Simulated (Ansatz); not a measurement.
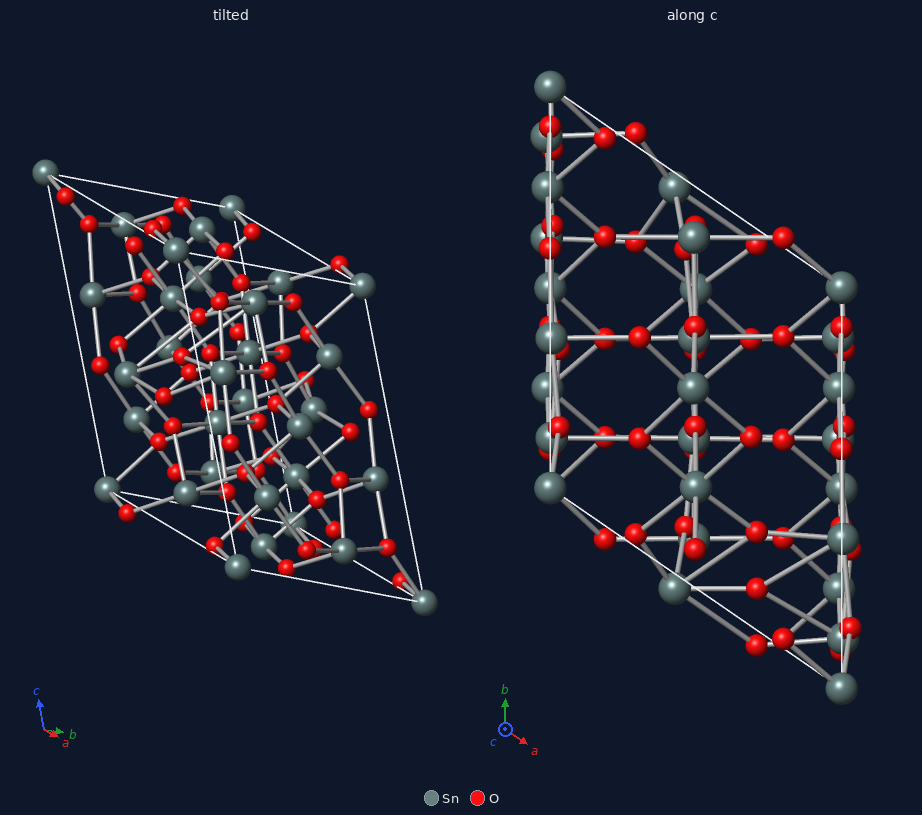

The figure gives a ball-and-stick picture of the atoms, viewed slightly off an axis and along the c axis. The simulation cell is outlined; an atom on or near a face, edge or corner is repeated at each equivalent position. Cell: a = 9.410 Å, b = 9.410 Å, c = 9.410 Å, α = 93.02°, β = 118.27°, γ = 118.27°.

- It has the composition Sn16O33.
- The cell has 49 atoms, namely 16 Sn, 33 O.

Provenance: a structure listed in the Materials Project, repeated into a supercell with a point defect put in. The atoms were relaxed in a fixed cell with DFT PBE, scalar-relativistic, plane waves, PAW in Ansatz.
